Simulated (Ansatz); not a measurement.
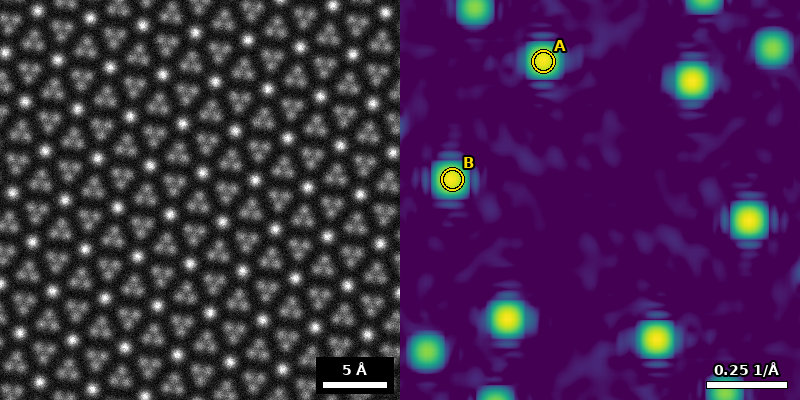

iDPC-like image of Al (Pm-3n, No. 223) along [111]. Simulated as the projected potential of neutral atoms (B = 0.5 Å²) blurred by a 0.50 Å probe, the thin-sample limit of integrated differential phase contrast. Shot noise was added. Structure: the input geometry of an electronic-structure calculation (not necessarily at equilibrium); the starting structure was generated, so it need not be a known form of this composition.

The right panel is the modulus of the image's Fourier transform on a logarithmic scale.

a = 5.168 Å, b = 5.168 Å, c = 5.168 Å, α = 90.00°, β = 90.00°, γ = 90.00°

### Index the marked spots and give their plane spacings (the zone axis points at the viewer; indices equivalent by symmetry, or all signs reversed, are as good).

A: (2 -1 -1), d = 2.11 Å; B: (1 1 -2), d = 2.11 Å. A and B enclose 60°, and every spot obeys the zone law hu + kv + lw = 0 for [111].
